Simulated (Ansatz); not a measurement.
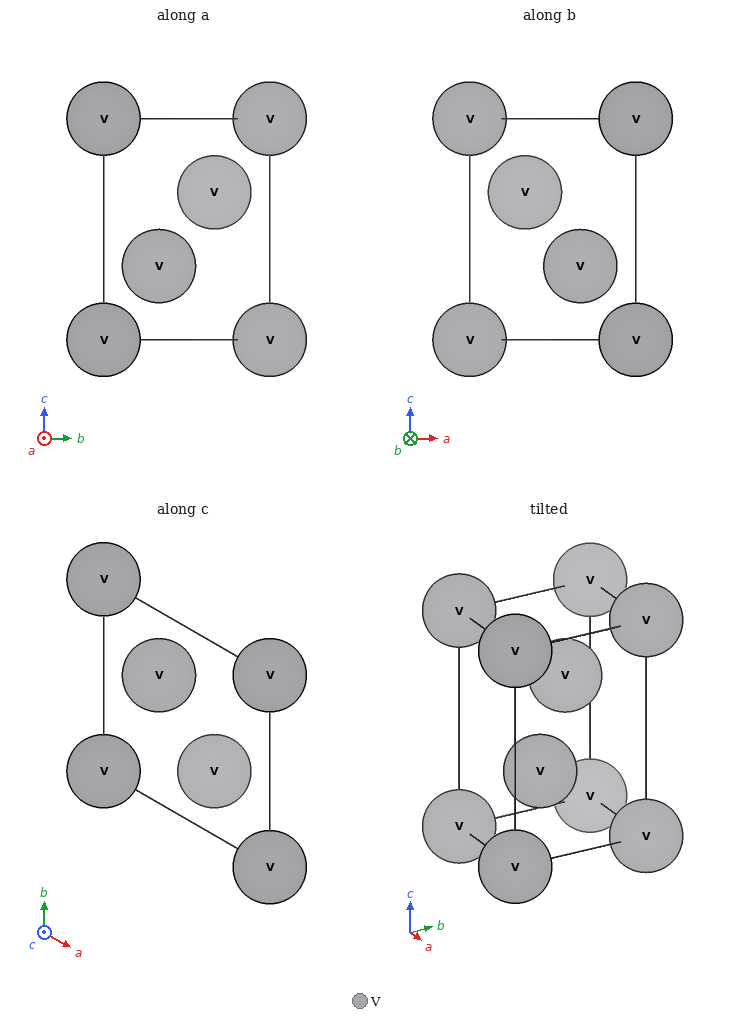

An orthographic spheres-only view of the structure, along the a axis, along the b axis, along the c axis and slightly off an axis. The edges of the conventional unit cell are marked.

Lattice parameters: a = 3.5324 Å, b = 3.5324 Å, c = 4.0718 Å, α = 90.000°, β = 90.000°, γ = 120.000°.

Q: Write the structure as a CIF with its space group and independent sites.

A:
```cif
data_structure
_symmetry_space_group_name_H-M 'R -3 m :H'
_symmetry_Int_Tables_number 166
_cell_length_a 3.5324
_cell_length_b 3.5324
_cell_length_c 4.0718
_cell_angle_alpha 90.000
_cell_angle_beta 90.000
_cell_angle_gamma 120.000
_cell_volume 44.00
loop_
_atom_site_label
_atom_site_type_symbol
_atom_site_symmetry_multiplicity
_atom_site_Wyckoff_symbol
_atom_site_fract_x
_atom_site_fract_y
_atom_site_fract_z
_atom_site_occupancy
V1 V 3 a 0.0000 0.0000 0.0000 1
```

The cell started as a structure type filled with this element by a generator (whether the element takes this form wasn't checked). The cell was then strained or its atoms displaced on purpose. Ansatz was used for an electronic-structure calculation on it.
